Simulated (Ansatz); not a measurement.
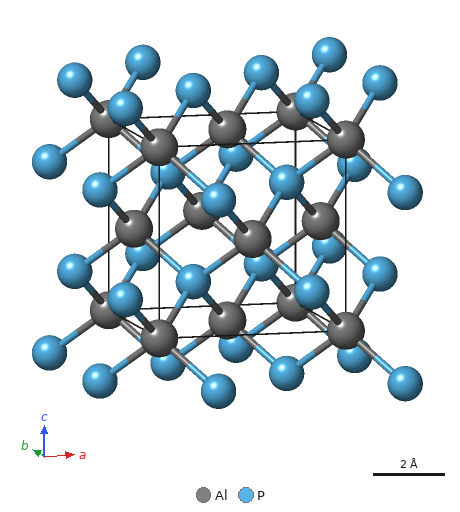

The starting point is a symmetric starting cell of AlP. A ball-and-stick model of the conventional cell (4 times the calculation's cell), seen slightly off an axis. Lengths and directions refer to the drawn axes.

These are results of DFT r2SCAN, scalar-relativistic, plane waves, PAW (Ansatz), not measurements. (plane-wave cutoff 500 eV; k-point mesh 8 × 8 × 8; occupations gaussian; smearing width 0.02 eV; no spin polarisation)

Change: All lengths are scaled by +3.9 % (volume +12.1 %), the atoms keeping their fractional coordinates. No relaxation follows. The starting cell wasn't computed here and needn't be at equilibrium, so pressure and forces aren't due to the change alone.

Q: Predict the response.

A: Among the bonded contacts that change: Al–P 2.360 → 2.452 Å. The space group stays F-43m (No. 216). The pressure is −7.3 GPa (not all of it need come from the change, since the unchanged cell can be under pressure at this level too). All forces vanish by symmetry.

Drawn alike, the variant:

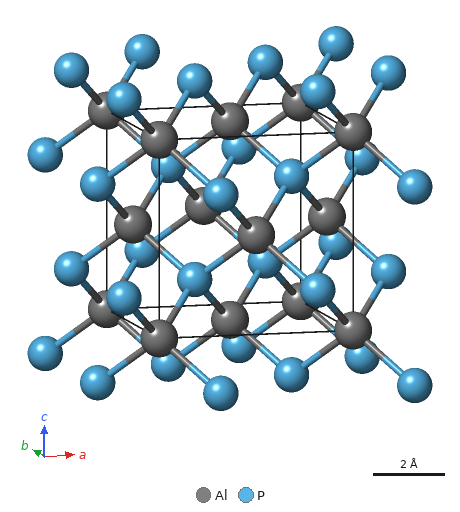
